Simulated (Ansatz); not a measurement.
**TiAl₄: density, localisation and related maps**

Input file:

```
crystal:
  lattice:
    - [4.4100566745, -3.0e-09, 0.0]
    - [-2.2050283347, 3.8192211137, 0.0]
    - [0.0, 0.0, 32.64933664]
  atoms:
    - { symbol: Ti, position: [0.0, 0.0, 0.2909706897] }
    - { symbol: Al, position: [0.3333333333, 0.6666666667, 0.2486159044] }
    - { symbol: Al, position: [0.6666666667, 0.3333333333, 0.2486159044] }
    - { symbol: Al, position: [0.3333333333, 0.6666666667, 0.333325475] }
    - { symbol: Al, position: [0.6666666667, 0.3333333333, 0.333325475] }
  periodic: [true, true, false]
basis:
  ecutwfc: 420
kpoints:
  mp_grid: { grid: [12, 12, 1] }
hamiltonian:
  xc: pbe
scf:
  occupations: { method: gaussian, width: 0.1 }
output:
  forces: true
  stress: true
  eigenvalues: true
  write_density: true
  write_potential: true
  elf: true
  volumetric_format: npy
relax:
  adjacent_minimum: "off"
  f_tol: 0.01
  max_steps: 80
  cell: { stress_2d_tol: 0.02 }
```

Launched as:

```sh
ansatz run input.yaml --threads 1 --pin off --max-ram 2048MiB --backend cpu --events-out ev --progress --plain --runs-dir out
```

The fields are those of the relaxed geometry.

A structure generated by program, which may or may not match a known phase; computed without spin polarisation.

These are results of Ansatz 0.2.0, DFT PBE, scalar-relativistic, plane waves, PAW, not measurements.

In a PAW calculation such maps are meaningful between the atoms, not at the nuclei.

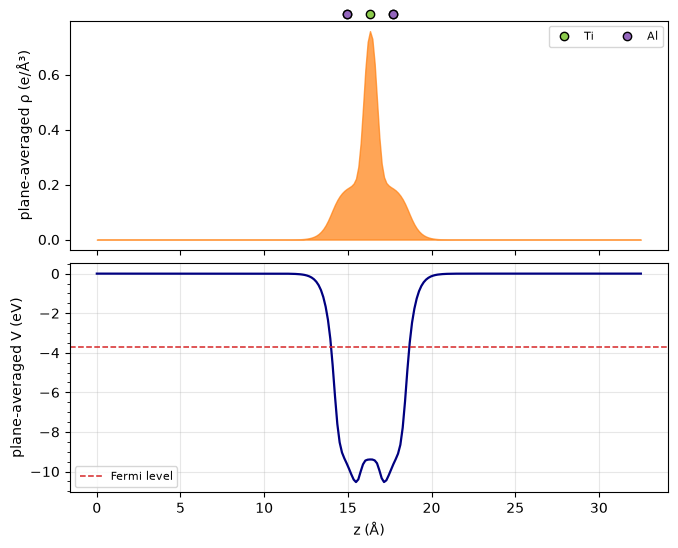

Figure 1. Plane average of the electrostatic potential (local pseudopotential plus Hartree) felt by an electron and of the valence pseudo-density across the slab. Circles mark the heights of the atoms.

What is the work function?

The potential is flat in the vacuum, 3.71 eV above the Fermi level; this is the work function, the same on both faces.

How thick is the slab, and how wide the vacuum?

The outermost nuclei are 2.8 Å apart, in 3 atomic planes; the vacuum between periodic images is 29.9 Å wide.

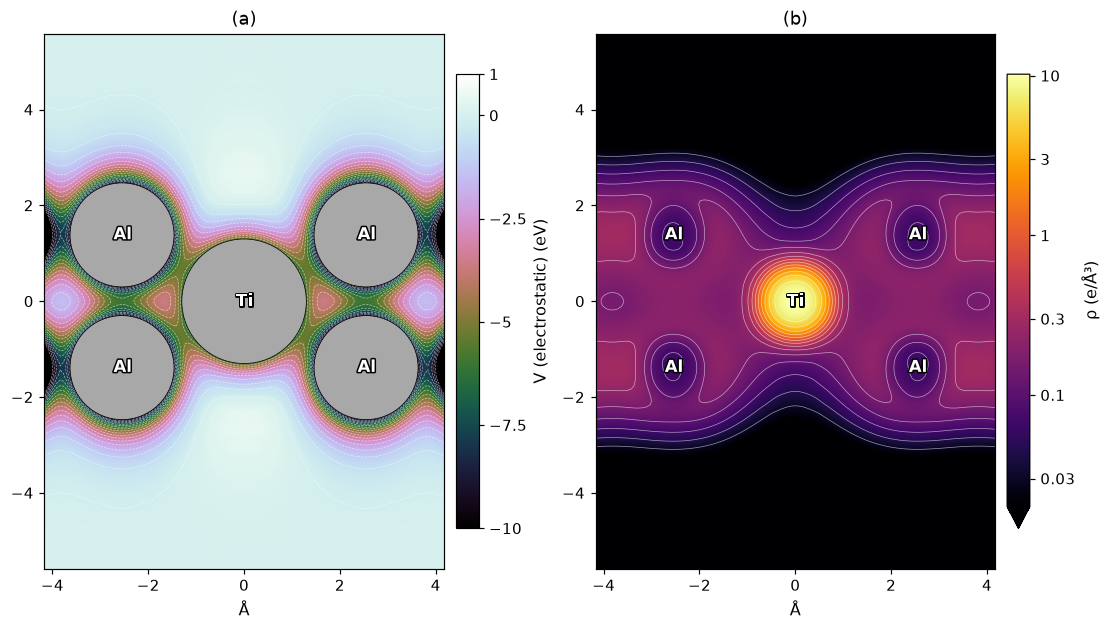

Figure 2. (a) electrostatic potential energy of an electron; (b) valence pseudo-density on the (110) plane of the calculation cell, a cut from vacuum to vacuum. Grey discs cover the atomic cores in the potential map.

Interpret the plot.

The section cuts through Ti and Al sites.
Ti–Al (2.90 Å): ρ at the midpoint is about 0.19 e/Å³.
Al–Al (2.77 Å): ρ is about 0.21 e/Å³ halfway.
The density dies away to nearly zero in the vacuum.

Metal or insulator at this level of theory?

It is gapless in this calculation (a metal or semimetal).
